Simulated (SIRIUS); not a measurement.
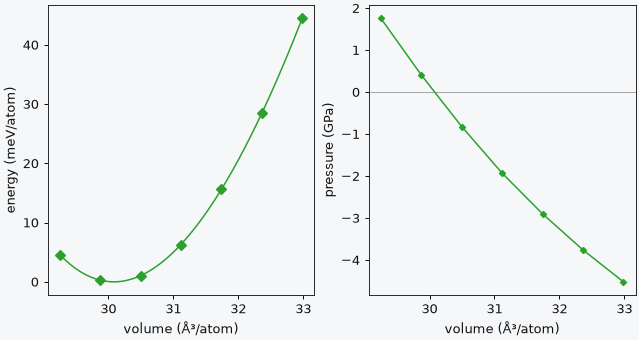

The figure shows the energy and pressure against volume for Bi, space group Im-3m (No. 229).

Starting cell:
```
CELL_PARAMETERS angstrom
-1.98143 1.98143 1.98143
1.98143 -1.98143 1.98143
1.98143 1.98143 -1.98143
ATOMIC_POSITIONS crystal
Bi 0.00000 0.00000 0.00000
```

Computed with SIRIUS 7.10.0: plane-wave DFT, no spin polarisation; energies at scaled volumes of the given cell, shape and fractions fixed, counted from the fit's minimum, third-order Birch-Murnaghan fit. Level: PBEsol.

```json
{"setting": "k mesh", "value": "9×9×9"}
{"setting": "occupations", "value": "Fermi–Dirac"}
{"setting": "smearing width", "value": "0.05 eV"}
{"setting": "potentials", "value": "dojo sr pbesol 0.4.1 standard"}
{"setting": "wave cutoff", "value": "914.8 eV"}
{"setting": "density cutoff", "value": "3659 eV"}
```

How stiff is the solid, and where is its volume at rest?

A third-order Birch–Murnaghan fit gives V0 = 30.08 Å³/atom, B0 = 60.7 GPa and B′ = 4.7.

What does the pressure do across the range?

It falls from 1.76 GPa at volume 29.25 Å³/atom to −4.52 GPa at 32.98 Å³/atom, and changes sign near 30.08 Å³/atom.

Keep in mind: spin-orbit coupling left out, heavy elements.
